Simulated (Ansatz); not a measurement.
# Energy of Ni along an even scaling of the cell

System: Ni (Pm-3m, 1 atom in the cell).
Method: DFT, m-r2SCAN, plane waves (500 eV) with PAW, scalar-relativistic, spin-polarised (Ansatz 0.2.0).

The 7 runs differ only in the geometry, by an even scaling of the cell at fixed fractional positions.

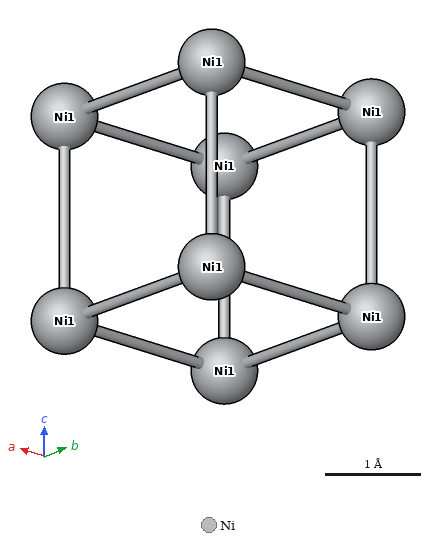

Figure 1. The structure of run 4 (ball-and-stick view of the cell of the calculation, seen at an oblique angle; atoms are numbered from 1 in the order of the input).

## Input of run 4
```yaml
crystal:
  lattice:
    - [2.2928383856, 0.0, 0.0]
    - [0.0, 2.2928383856, 0.0]
    - [0.0, 0.0, 2.2928383856]
  atoms:
    - { symbol: Ni, position: [0.0, 0.0, 0.0], spin: 0.403 }
hamiltonian:
  xc: mr2scan
  pseudopotentials:
    kind: paw
    azcp:
      Ni: "pseudopotentials/Ni.paw.azcp"
basis:
  ecutwfc: 500
  fft_grid_basis: typed
kpoints:
  mp_grid: { grid: [15, 15, 15], shift: [0, 0, 0] }
magnetization:
  spin_polarized: true
scf:
  occupations: { method: fermi_dirac, width: 0.05 }
  lower_state_search: "off"
output:
  stress: true
```

Lattice vectors (Å) and fractional positions of run 4:
```
   2.292838    0.000000    0.000000
   0.000000    2.292838    0.000000
   0.000000    0.000000    2.292838
Ni  0.000000  0.000000  0.000000
```

Run 2 differs from it as follows:
```diff
-    - [2.2928383856, 0.0, 0.0]
-    - [0.0, 2.2928383856, 0.0]
-    - [0.0, 0.0, 2.2928383856]
+    - [2.2299889941, 0.0, 0.0]
+    - [0.0, 2.2299889941, 0.0]
+    - [0.0, 0.0, 2.2299889941]
```

## Results, with one run withheld

```csv
run,volume per atom (Å³),"free energy per atom, from the lowest run given (meV)",pressure (GPa)
1,10.607,111.87,28.32
2,11.089,?,?
3,11.572,10.00,7.17
4,12.054,0.00,−0.24
5,12.536,9.88,−6.09
6,13.018,35.42,−10.70
7,13.500,73.24,−14.25
```

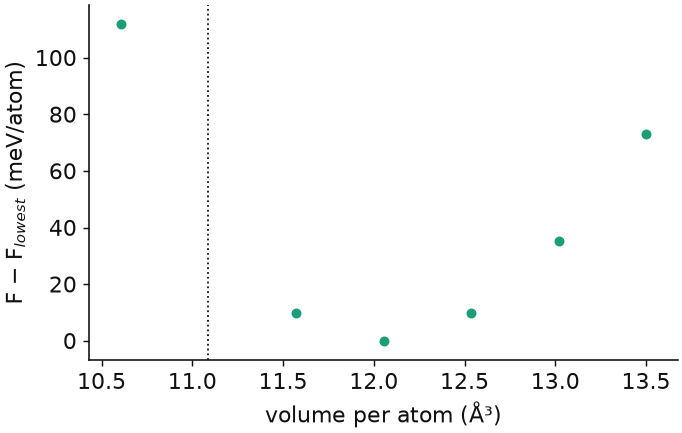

Figure 2. Free energy per atom of the runs given; the dotted line marks run 2.

Estimate the energy of run 2 from the others.

A cubic polynomial in V^(−2/3) (the Birch–Murnaghan form), fitted to the 6 runs given, misses them by at most 0.03 meV per atom. With x = V^(−2/3) − 0.18920 Å⁻², it reads F = 0.57545 − 920.95 x + 3.8139e+05 x² + 8.6966e+05 x³ (meV per atom). At run 2 it gives 45.06 meV per atom, and the run itself gives 45.10. The slope of the fit gives a pressure −dF/dV of 16.51 GPa there, and the run prints 16.51 GPa. The fit has its minimum at 12.036 Å³ per atom, where V d²F/dV² gives 165 GPa: the bulk modulus at this level, since symmetry fixes the shape and the positions.

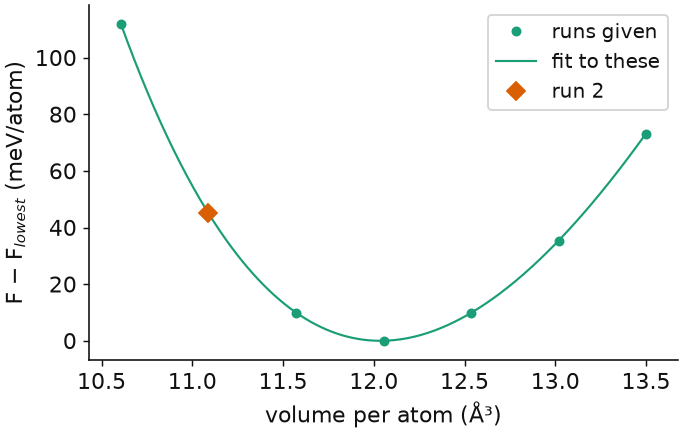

Figure 3. The fit and the withheld run.

## Output, shortened to warnings, some set-up lines, iterations and results (run 2)
```
Basis set: ecut = 500 eV, 257 PW (Γ), exchange–correlation on 72×72×72 points (64 copies of the dense FFT grid, shifted against one another)
Symmetry: 48 space group operations
k-points: 120 of 3375
Initial density: superposition of atomic densities (chi_scale 0.1, normalization cell)
[...]
SCF iter   1: F=-5844.147401 eV  HF=-5844.376226 eV  |F-HF|=2.29e-1  |Δ(HF+E_count)|=         —  Δρ=5.07e-2 (↑5.07e-2 ↓4.53e-2)  dr2=5.79e-1  dr2_τ=9.27e-3  dr2_m=2.04e-3  …
SCF iter   2: F=-5844.395048 eV  HF=-5844.417641 eV  |F-HF|=2.26e-2  |Δ(HF+E_count)|=   4.14e-2  Δρ=2.42e-2 (↑2.42e-2 ↓1.90e-2)  dr2=1.31e-1  dr2_τ=1.65e-3  dr2_m=1.41e-3  …
SCF iter   3: F=-5844.422466 eV  HF=-5844.425759 eV  |F-HF|=3.29e-3  |Δ(HF+E_count)|=   8.12e-3  Δρ=1.01e-2 (↑1.01e-2 ↓7.06e-3)  dr2=2.16e-2  dr2_τ=3.40e-4  dr2_m=7.09e-4  …
SCF iter   4: F=-5844.425388 eV  HF=-5844.417091 eV  |F-HF|=8.30e-3  |Δ(HF+E_count)|=   8.67e-3  Δρ=4.28e-3 (↑3.57e-3 ↓4.28e-3)  dr2=2.05e-3  dr2_τ=3.08e-5  dr2_m=3.16e-4  …
SCF iter   5: F=-5844.426540 eV  HF=-5844.424957 eV  |F-HF|=1.58e-3  |Δ(HF+E_count)|=   7.87e-3  Δρ=2.71e-3 (↑2.32e-3 ↓2.71e-3)  dr2=1.06e-3  dr2_τ=9.35e-6  dr2_m=2.07e-4  …
[... 6 lines ...]
SCF iter  12: F=-5844.426849 eV  HF=-5844.426843 eV  |F-HF|=6.06e-6  |Δ(HF+E_count)|=   1.23e-5  Δρ=7.64e-5 (↑3.46e-5 ↓7.64e-5)  dr2=1.51e-7  dr2_τ=3.22e-9  dr2_m=8.98e-8  …
SCF iter  13: F=-5844.426850 eV  HF=-5844.426846 eV  |F-HF|=4.32e-6  |Δ(HF+E_count)|=   3.63e-6  Δρ=3.27e-5 (↑2.69e-5 ↓3.27e-5)  dr2=1.48e-7  dr2_τ=1.48e-9  dr2_m=1.29e-8  …
SCF iter  14: F=-5844.426851 eV  HF=-5844.426850 eV  |F-HF|=7.87e-7  |Δ(HF+E_count)|=   3.90e-6  Δρ=2.01e-5 (↑2.01e-5 ↓1.50e-5)  dr2=2.85e-8  dr2_τ=6.56e-10  dr2_m=1.14e-9  …
SCF iter  15: F=-5844.426851 eV  HF=-5844.426851 eV  |F-HF|=1.07e-7  |Δ(HF+E_count)|=   6.85e-7  Δρ=2.54e-6 (↑1.32e-6 ↓2.54e-6)  dr2=3.73e-10  dr2_τ=8.77e-12  dr2_m=1.88e-10  …
SCF 1 converged in 15 iterations: F = -5844.426851 eV  dr2 = 3.73e-10
this state was not tested for a lower state beside it, because the mixer in use, unlike msr1, does not test its closes by its own steps (another_mixer; see scf.mixing.algorithm and scf.lower_state_search)
SCF converged after 15 iterations
Magnetization: 0.3400 μB (9.1700 up, 8.8300 down)
Absolute magnetization: 0.3534 μB (∫|ρ↑−ρ↓|, with the PAW one-centre terms)
Spin contamination: 0.0011 ħ² per cell (⟨S²⟩ above its minimum at these occupations)
Per-site moments (μB) at R_I (Å): [(0.3433191686919127, 0.9198704600662502)]
Free energy (F): -5844.426851 eV
Harris-Foulkes:  -5844.426851 eV  (|F-HF|=1.07e-7)
Internal energy: -5844.413679 eV  (E = F + TS)
E sigma→0 (E₀):  -5844.420265 eV
Entropy (-TS):   -0.013172 eV (-13.172 meV/atom)
Fermi energy:    17.498744 eV
--- Per-component energies (eV) ---
  E_band       = -315.701033
  E_kinetic    = 285.006291
  E_local      = -3588.393635  (includes V_loc(G=0)·N_el)
  E_nonlocal   = 644.481628
  E_hartree    = 1509.059737
  E_xc         = -78.622960
  E_vxc        = -116.705394  (∫ρ·V_xc dr)
  E_paw        = -1647.610246  (= ΣΔE_a)
  E_vpaw       = -566.885877  (= ΣTr[D̂ρ^β])
  E_aug_tail   = 0.000227  (compensation charges beyond the density's cutoff)
  E_vtau       = 8.674849  (kinetic-family band-sum trace: ∫τ·v_τ [+ j·A + Jᵃ·Aᵃ] dr)
  E_ewald      = -2968.034652
  E_core_change = -0.300069  (= ΣΔE_core)
  E_smearing   = -0.013172  (= −TS)
  E_closure    = -0.000000  (closes the sum)
  Σ components = -5844.426851   (vs F -5844.426851, Δ=0.00e0)
--- Stress (GPa, compression-positive) ---
       16.513969       0.000000       0.000000
        0.000000      16.513969       0.000000
        0.000000       0.000000      16.513969
  P = ⅓ Tr σ = 16.5140 GPa (165.140 kbar)
```

The program warns: the state was not tested for a lower one.
